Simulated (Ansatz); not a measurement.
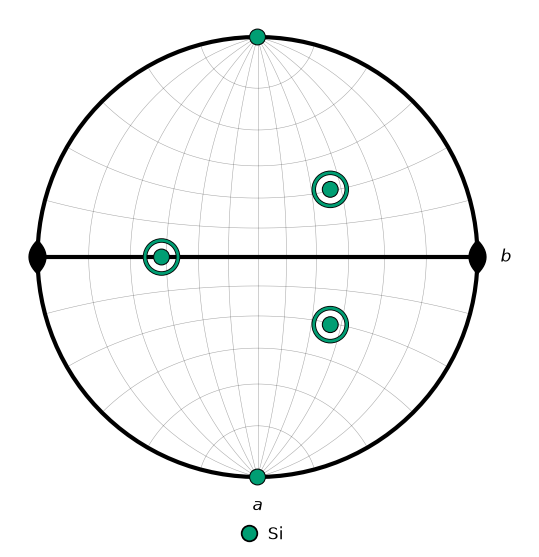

Directions from one silicon atom at (1/2, 0.641, 1/4) to its bonded neighbours, in stereographic projection down c (filled: above the plane of the page or in it, open: below). Crystal: Si, coordinates from a relaxation with DFT PBE, scalar-relativistic, plane waves, PAW in Ansatz. All values are computed from the atomic coordinates in the standard setting (tolerance 0.002 Å).

Neighbours are counted up to 2.67 Å for Si. The symmetry elements of the site are drawn in: heavy lines are mirror planes (a heavy rim: a mirror in the plane of the page); lens, triangle, square and hexagon are 2-, 3-, 4- and 6-fold axes, a lens in an open square is −4, a triangle in an open hexagon −6; thin dashed diameters join the ends of axes that lie in the page; a small open circle marks inversion.

```
CELL_PARAMETERS angstrom
2.66963 0.00000 0.00000
0.00000 6.59544 0.00000
0.00000 0.00000 3.45582
ATOMIC_POSITIONS crystal
Si 0.50000 0.64116 0.25000
Si 0.00000 0.85884 0.75000
Si 0.00000 0.14116 0.25000
Si 0.50000 0.35884 0.75000
```

How many neighbours are there, and at what angles?

8: 2 Si at 2.54 Å, 4 Si at 2.61 Å, 2 Si at 2.67 Å. Angles between bonds: 59° (4×), 61° (2×), 83° (2×), 86° (1×), 87° (4×), 90° (4×), 113° (2×), 121° (4×), 148° (4×), 180° (1×).

What is the site's symmetry in the crystal?

Point group mm2 (C2v), order 4: one twofold axis, two mirror planes. In No. 63, Cmcm this is Wyckoff position 4c.
